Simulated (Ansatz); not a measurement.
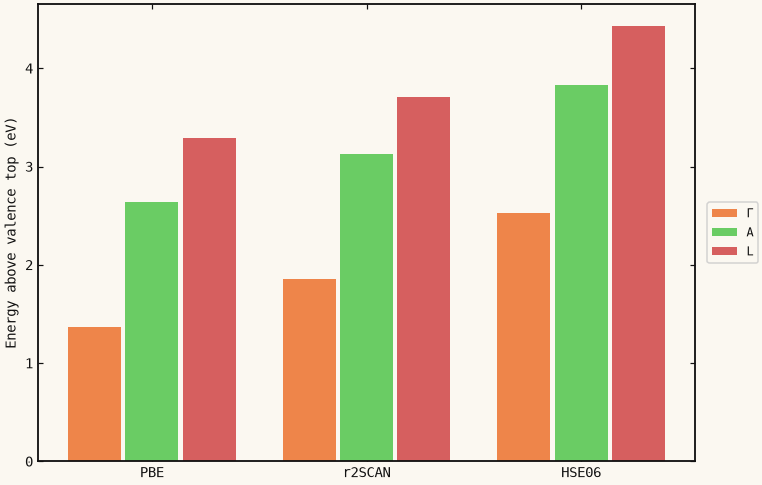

Lowest conduction level at each named k point, counted from the valence-band top at Γ, by several methods on one cell of wurtzite AgI, space group P6_3mc, 4 atoms in the cell, relaxed with r2SCAN; a = 4.651 Å, c = 7.599 Å (hexagonal axes). All runs are without spin-orbit coupling and carry no moments.

### Does HSE06 shift these levels rigidly from PBE?

The shifts are +1.16 eV at Γ, +1.19 eV at A and +1.14 eV at L, and at points that aren't plotted +1.21 eV (M), +1.06 eV (K) and +1.22 eV (H): over the named points that both runs hold, a spread of 0.16 eV on a mean of 1.16 eV, so one shift describes them well.

### How do the methods rank at Γ?

From low to high: PBE 1.37, r2SCAN 1.86, HSE06 2.53 eV.

### Do the methods agree on which of these conduction levels is lowest?

Yes: all put it at Γ.

```
method  program  Γ (eV)  A (eV)  L (eV)
   PBE   Ansatz    1.37    2.64    3.29
r2SCAN   Ansatz    1.86    3.13    3.71
 HSE06   Ansatz    2.53    3.83    4.43
```

Settings. PBE: Ansatz PAW set, 6×6×4 k mesh, 420 eV cutoff, Fermi-Dirac smearing of 0.02 eV (Ansatz 0.2.0). r2SCAN: Ansatz PAW set, 6×6×4 k mesh, 500 eV cutoff, fixed occupations (Ansatz 0.2.0). HSE06: Ansatz PAW set, 6×6×2 k mesh, 420 eV cutoff, fixed occupations (Ansatz 0.2.0).

Spin-orbit coupling is left out, which matters for I. LDA, GGA and most meta-GGA functionals understate gaps. r2SCAN and HSE06: the PAW data sets were made with another functional. HSE06: the k mesh is thin for exact exchange.
